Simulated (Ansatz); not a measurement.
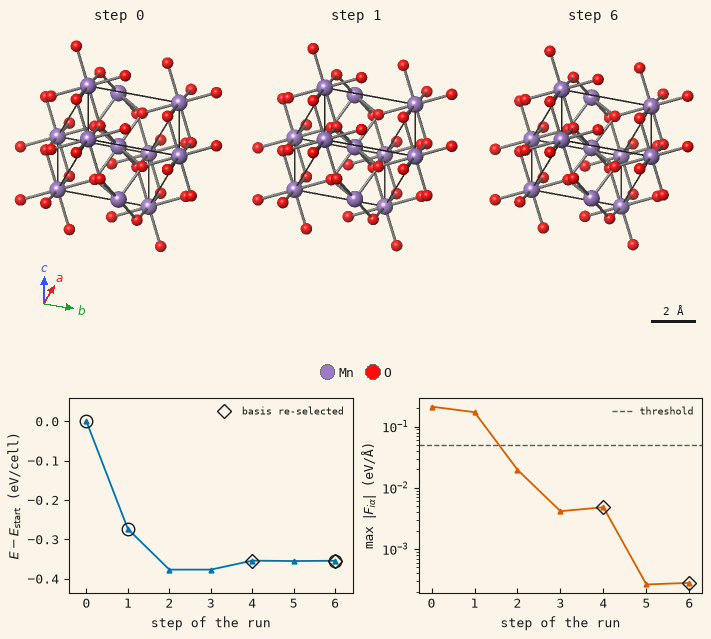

Frames of a relaxation of a crystal of MnO2 (a generated structure, set up in P4_2/mnm) (coarse preliminary run), marked on the history of the run. A ball-and-stick model of the cell of the calculation, seen from a free direction.

Case: Hf → Mn on all its sites, cell and atoms relaxed.

These are results of DFT LDA, scalar-relativistic, plane waves, PAW (Ansatz 0.2.0), not measurements.

Input file:
```yaml
crystal:
  lattice:
    - [4.4243133602, 0.0, 0.0]
    - [0.0, 4.4243133602, 0.0]
    - [0.0, 0.0, 2.9432776853]
  atoms:
    - { symbol: Mn, position: [0.0, 0.0, 0.0], spin: 2.64 }
    - { symbol: Mn, position: [0.5, 0.5, 0.5], spin: 2.64 }
    - { symbol: O, position: [0.195107573, 0.804892427, 0.5] }
    - { symbol: O, position: [0.304892427, 0.304892427, 0.0] }
    - { symbol: O, position: [0.695107573, 0.695107573, 0.0] }
    - { symbol: O, position: [0.804892427, 0.195107573, 0.5] }
basis:
  ecutwfc: 420
kpoints:
  mp_grid: { grid: [4, 4, 6] }
hamiltonian:
  xc: lda
scf:
  occupations: { method: gaussian, width: 0.1 }
output:
  forces: true
  stress: true
  eigenvalues: true
  populations: true
magnetization:
  spin_polarized: true
relax:
  adjacent_minimum: "off"
  f_tol: 0.05
  max_steps: 60
  cell: { stress_tol: 0.5 }
```

Command:
```bash
ansatz run input.yaml --threads 1 --pin off --max-ram 2560MiB --backend cpu --events-out ev --progress --plain --runs-dir out
```

### Describe the path.

The energy falls by 0.354 eV per cell of the calculation in 4 accepted moves (6 points after the start). The largest force component goes from 0.21 to 0.00028 eV/Å. Pressure: −19.17 GPa at the start and 0.03 GPa at the end. The SCF was repeated twice at an unchanged geometry on a basis and grid sized afresh for the cell, which shifted the energy by 22.8 meV per cell of the calculation at most. The largest moves relative to the cell, 0.007 Å, are those of O3, O4, O5 and O6. O4 goes along [−1 −1 0]. Mn stays in place. The drawn cell changes as follows: a = b 4.424 → 4.352 Å (−1.6 %), c 2.943 → 2.789 Å (−5.3 %); the volume changes by −8.3 %. Among the contacts that change: Mn1–O3 1.912 → 1.845 Å, Mn1–O4 1.908 → 1.869 Å. Among the angles between lasting bonds that change: O4–Mn2–O5 79.4° → 81.8°, O4–Mn2–O4 100.6° → 98.2°, Mn1–O6–Mn1 100.6° → 98.2°. The space group stays P4_2/mnm (No. 136). The run may lie on a higher electronic state than the lowest, so the end point isn't shown to be the ground-state structure. From step 0 to 1: volume −4.3 %, energy −0.273 eV per cell of the calculation. From step 1 to 6: volume −4.2 %, energy −80.8 meV per cell of the calculation.

| step | E − E(0), meV/atom | largest force component, eV/Å | pressure, GPa | volume, Å³/atom | note |
| --- | --- | --- | --- | --- | --- |
| 0 | 0.00 | 0.2117 | -19.17 | 9.602 |  |
| 1 | -45.58 | 0.1720 | -10.18 | 9.188 |  |
| 2 | -62.79 | 0.0197 | 1.96 | 8.753 |  |
| 3 | -62.79 | 0.0041 | 0.36 | 8.820 |  |
| 4 | -59.00 | 0.0048 | -0.39 | 8.820 | same geometry, new basis |
| 5 | -59.15 | 0.0003 | 0.04 | 8.804 |  |
| 6 | -59.04 | 0.0003 | 0.03 | 8.804 | same geometry, new basis |
